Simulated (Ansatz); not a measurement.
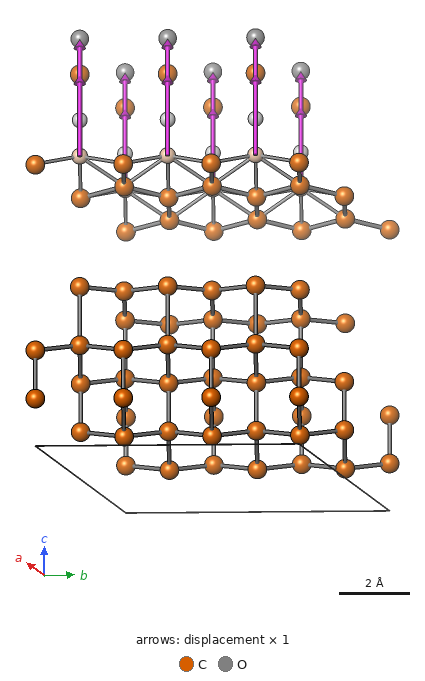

A constrained relaxation of a slab of composition C$_{9}$O (cut from the Fd-3m phase). The starting structure is drawn faded, the final one solid; purple arrows show the displacements, at their true length.

The picture is a ball-and-stick view of the 2 × 3 repeat of the cell, outlined in the plane, without the vacuum, seen from a free direction.

Case: CO put at a hollow C-C site. The slab is the (1 1 1) face of C with CO on it. 4 atoms are held fixed.

Method: DFT PBEsol, scalar-relativistic, plane waves, PAW in Ansatz.

Input file:
```yaml
crystal:
  lattice:
    - [2.5129226041, 0.0, 0.0]
    - [-1.2564613021, 2.1762548129, 0.0]
    - [0.0, 0.0, 26.8183263218]
  atoms:
    - { symbol: C, position: [0.3333333333, 0.6666666667, 0.3169474447] }
    - { symbol: C, position: [0.0, 0.0, 0.3360742229] }
    - { symbol: C, position: [0.0, 0.0, 0.3934545574] }
    - { symbol: C, position: [0.6666666667, 0.3333333333, 0.4125813356] }
    - { symbol: C, position: [0.6666666667, 0.3333333333, 0.4824135973] }
    - { symbol: C, position: [0.3333333333, 0.6666666667, 0.4901486748] }
    - { symbol: C, position: [0.3333333333, 0.6666666667, 0.6151167592] }
    - { symbol: C, position: [0.0, 0.0, 0.6151982409] }
    - { symbol: C, position: [0.6666666667, 0.3333333333, 0.6375710017] }
    - { symbol: O, position: [0.6666666667, 0.3333333333, 0.6804521266] }
basis:
  ecutwfc: 420
kpoints:
  mp_grid: { grid: [12, 12, 1] }
hamiltonian:
  xc: pbesol
scf:
  occupations: { method: gaussian, width: 0.05 }
output:
  forces: true
  eigenvalues: true
relax:
  adjacent_minimum: "off"
  f_tol: 0.03
  max_steps: 70
  constraints: [{ sites: [0, 1, 2, 3] }]
efield:
  axis: 3
  dipole_correction: true
  ramp_width: 0.04
```

Command:
```bash
ansatz run input.yaml --threads 2 --pin off --max-ram 5120MiB --backend cpu --events-out ev --progress --plain --runs-dir out
```

### What happened in the run?

The largest moves, 2.61 Å, are those of C9 and O10. C9 goes along the normal (+c). Largest moves by element: C 2.61 Å, O 2.59 Å. The cell doesn't change. Near-neighbour distances that change, for instance: C7–C9 1.571 → 3.543 Å, C9–O10 1.150 → 1.134 Å, C4–C5 1.873 → 1.864 Å. Bonds break, among them: C7–C9 (1.57 → 3.54 Å), C8–C9 (1.57 → 3.54 Å). Over 17 geometry steps the energy falls by 11.588 eV per cell of the calculation. Largest force component: 9.7 eV/Å at the start, 0.0089 eV/Å at the end.

Limits of the set-up: the periodic images lie only 2.5 Å apart, so the values are limited by the cell's size.
